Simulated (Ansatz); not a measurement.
# Ga₃Se: what the fields show

Input file:

```
crystal:
  lattice:
    - [4.3236103161, 0.0, 0.0]
    - [0.0, 4.3236103161, 0.0]
    - [0.0, 0.0, 4.3236103161]
  atoms:
    - { symbol: Ga, position: [0.0, 0.5, 0.5] }
    - { symbol: Ga, position: [0.5, 0.0, 0.5] }
    - { symbol: Ga, position: [0.5, 0.5, 0.0] }
    - { symbol: Se, position: [0.0, -0.0462576378, 0.0] }
basis:
  ecutwfc: 420
kpoints:
  mp_grid: { grid: [12, 12, 12] }
hamiltonian:
  xc: pbe
  dispersion: d3bj
scf:
  occupations: { method: gaussian, width: 0.15 }
output:
  forces: true
  stress: true
  eigenvalues: true
  write_density: true
  write_potential: true
  elf: true
  volumetric_format: npy
```

Run with:

```sh
ansatz run input.yaml --threads 1 --pin off --max-ram 2560MiB --backend cpu --events-out ev --progress --plain --runs-dir out
```

Below, planes, directions and counts refer to the conventional cell (a = 4.32 Å, b = 4.32 Å, c = 4.32 Å, α = 90.00°, β = 90.00°, γ = 90.00°).

Space group P4mm; a structure from a database of computed crystals, not necessarily the ambient phase; changed on purpose from its base cell (atom 4 (Se) moved -0.200 A along Cartesian [0 1 0]); computed without spin polarisation.

Level of theory: DFT PBE+D3(BJ), scalar-relativistic, plane waves, PAW in Ansatz.

In a PAW calculation such maps are meaningful between the atoms, not at the nuclei.

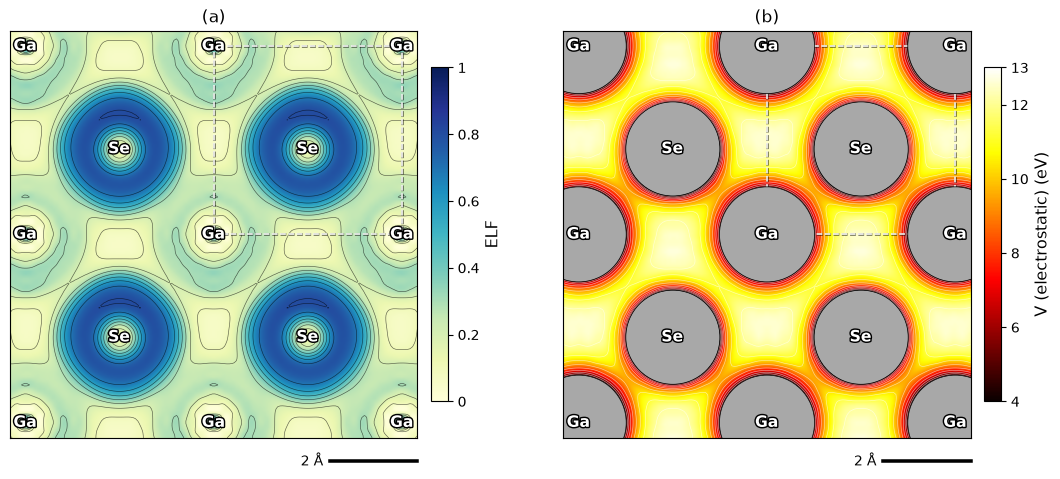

Figure 1. (a) electron localisation function; (b) electrostatic potential energy of an electron on the (100) plane of the conventional cell. Grey discs cover the atomic cores in the potential map.

What does the map show?

- Atoms in the plane: Ga and Se.
- Ga–Se (2.92 Å): the ELF is about 0.35 at the midpoint and 0.25 at its lowest between the atoms.
- The features right at Ga lie inside the PAW spheres, where the map follows smoothed inner orbitals and isn't to be read closely.
- Outside the cores the potential energy rises away from the atoms and is highest about 1.9 Å from the nearest atoms; its zero is arbitrary.

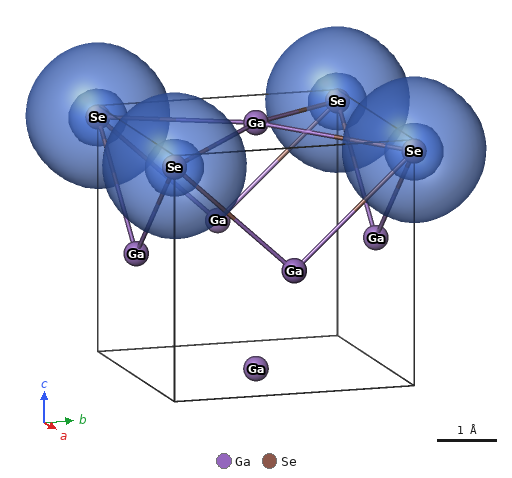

Figure 2. Isosurface of the electron localisation function at 0.6 (blue), seen slightly off an axis. Only the valence region is drawn (cores and ρ < 0.01 e/Å³ removed). Sticks mark near contacts.

Identify the bonds, lone pairs and shells in this picture.

At this value the surface marks out one region wrapped around Se (its valence shell), counted in one cell of 4 atoms. Regions shared between cells count once. Along the contacts the grid gives the following. Ga–Se (3.06 Å): the ELF is about 0.30 at the midpoint.

Does the calculation make it a metal, or give it a gap?

It is metallic or semimetallic at this level of theory: no gap opens.
